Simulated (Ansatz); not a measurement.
System: Li₂S, space group Fm-3m (No. 225).

Input of the run:
```
crystal:
  lattice:
    - [0.0, 2.4717838138, 2.4717838138]
    - [2.4717838138, 0.0, 2.4717838138]
    - [2.4717838138, 2.4717838138, 0.0]
  atoms:
    - { symbol: Li, position: [0.25, 0.25, 0.25] }
    - { symbol: Li, position: [0.75, 0.75, 0.75] }
    - { symbol: S, position: [0.0, 0.0, 0.0] }
basis:
  ecutwfc: 420
kpoints:
  mp_grid: { grid: [8, 8, 8] }
hamiltonian:
  xc: pbe
scf:
  occupations: { method: fixed }
output:
  eigenvalues: true
phonons:
  method: dfpt
  dielectric: true
  rigid_motions: translations
  eigenvectors: true
```

Launched with:
```bash
ansatz run input.yaml --threads 1 --pin off --max-ram 1228MiB --backend cpu --events-out ev --progress --plain --runs-dir out
```

Method: Born effective charges by linear response at the zone centre, in units of the proton charge, Cartesian axes of the given cell; plane waves with PAW datasets (Ansatz 0.2.0). Level: PBE, no spin polarisation.

wave cutoff 420 eV; k mesh 8×8×8; occupations fixed; pressure 40 GPa.

Predict the mean Born effective charge of each atom. The cases: Li 1; Li 2; S.

The largest in size is that of S, −1.52 e, and the charges add up to 0.00 e. The charges are isotropic.

```csv
atom,mean Born effective charge (e)
Li 1,0.760
Li 2,0.760
S,-1.521
```

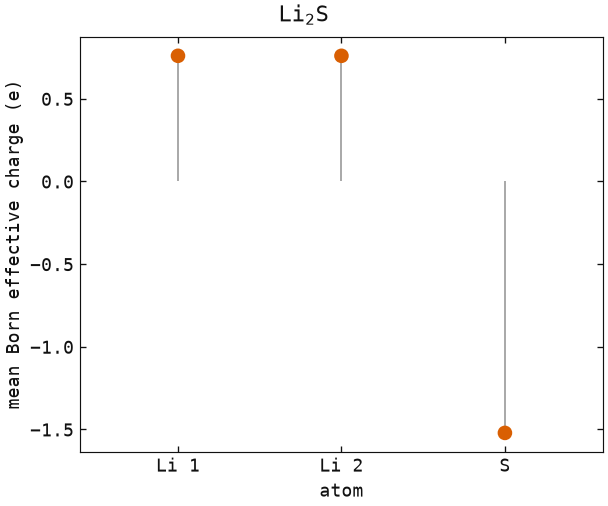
